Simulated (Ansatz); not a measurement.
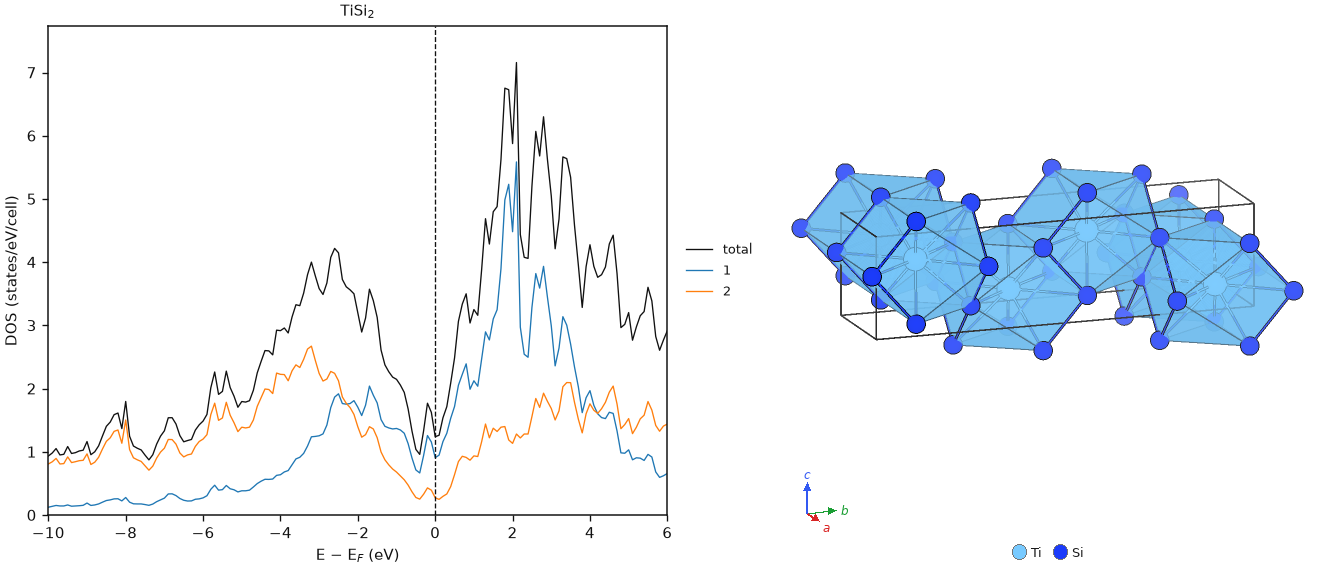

Density of states, beside the structure. Energies are counted from the Fermi level. The partial curves are projected on Löwdin-orthogonalised atomic shells.

Structure: TiSi₂, space group Cmcm, 6 atoms in the cell.

Level of theory: DFT r2SCAN, scalar-relativistic, plane waves, PAW, no spin polarisation, 10×10×10 k mesh, 500 eV cutoff; code Ansatz.

### Assign each number in the legend. The candidates: Si, Ti.

1 is Ti; 2 is Si.

### Metal or insulator, and how many states lie at the Fermi level?

It is a metal. The density of states at the Fermi level is about 1.5 per eV and cell (mean within 0.25 eV), or 0.25 per atom.
